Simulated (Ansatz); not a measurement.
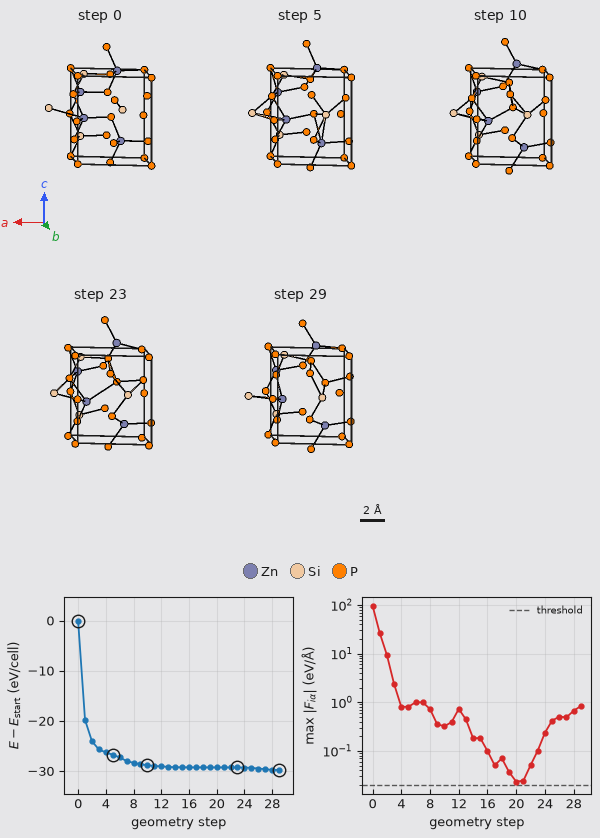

Frames of a relaxation of a defect cell of composition Zn4Si3P8 (cell charge +4) (started half-way along a vacancy jump, in the symmetry of that start), marked on the history of the run. A ball-and-stick model of the cell of the calculation (origin shifted), seen from a free direction.

Computed with Ansatz, DFT PBEsol, scalar-relativistic, plane waves, PAW. Set-up: plane-wave cutoff 420 eV; k-point mesh 4 × 4 × 4; occupations gaussian; smearing width 0.05 eV; no spin polarisation; atoms relaxed in a fixed cell; force threshold 0.02 eV/Å; at most 60 steps.

Question: What happens along the run?

Answer: The run was cut off at its time limit before the relaxation converged, so the last structure is only a point on the way. The largest move is that of a P atom, 1.87 Å along [−2 1 2]. Largest moves by element: P 1.87 Å, Si 0.89 Å, Zn 0.60 Å. The lattice vectors keep their values. Some distances before and after: P–Zn 2.345 → 3.971 Å, P–P 3.685 → 2.168 Å, P–P 3.685 → 2.240 Å, P–Zn 2.345 → 3.641 Å. New bonds form: P–P (3.68 → 2.17 Å), P–P (3.68 → 2.24 Å), P–P (3.68 → 2.25 Å), P–Si (2.94 → 2.18 Å). Bonds break: P–Zn (2.35 → 3.56 Å), P–Zn (2.35 → 3.64 Å), P–Zn (2.35 → 3.97 Å). Bond angles that change, for instance: Zn–P–Zn 105.7° → 77.7°, Zn–P–Si 127.1° → 106.0°, P–Zn–P 112.3° → 133.1°. The energy falls by 29.762 eV per cell of the calculation in 29 geometry steps. Largest force component: 97 eV/Å at the start, 0.84 eV/Å at the end. Cost: 13 min on 4 threads of Arm Neoverse V2 (shared host), peak memory 1.2 GiB. From step 0 to 5: a P atom moves most (0.58 Å), energy −26.739 eV per cell of the calculation. From step 5 to 10: a P atom moves most (0.65 Å), energy −2.077 eV per cell of the calculation. From step 10 to 23: a P atom moves most (0.52 Å), energy −0.452 eV per cell of the calculation. From step 23 to 29: a P atom moves most (0.74 Å), energy −0.493 eV per cell of the calculation.

| step | E − E(0), meV/atom | largest force component, eV/Å |
| --- | --- | --- |
| 0 | 0.00 | 96.7037 |
| 1 | -1319.30 | 26.5229 |
| 2 | -1602.37 | 9.3266 |
| 3 | -1712.28 | 2.3550 |
| 4 | -1750.83 | 0.8036 |
| 5 | -1782.61 | 0.8100 |
| 6 | -1817.93 | 0.9988 |
| 7 | -1865.51 | 0.9949 |
| 8 | -1890.44 | 0.7239 |
| 9 | -1909.28 | 0.3522 |
| 10 | -1921.09 | 0.3217 |
| 11 | -1932.43 | 0.3895 |
| 12 | -1936.09 | 0.7283 |
| 13 | -1944.15 | 0.4430 |
| 14 | -1947.94 | 0.1822 |
| 15 | -1949.02 | 0.1832 |
| 16 | -1949.88 | 0.0996 |
| 17 | -1950.21 | 0.0505 |
| 18 | -1950.40 | 0.0702 |
| 19 | -1950.59 | 0.0369 |
| 20 | -1950.67 | 0.0233 |
| 21 | -1950.71 | 0.0244 |
| 22 | -1950.86 | 0.0507 |
| 23 | -1951.22 | 0.1012 |
| 24 | -1952.35 | 0.2358 |
| 25 | -1956.24 | 0.4204 |
| 26 | -1965.69 | 0.5030 |
| 27 | -1973.22 | 0.4918 |
| 28 | -1984.03 | 0.6677 |
| 29 | -1984.11 | 0.8352 |

Limits of the set-up: the periodic images lie only 6.5 Å apart, so the values are limited by the cell's size; the cell is charged, on a uniform background, and energies carry no finite-size correction.
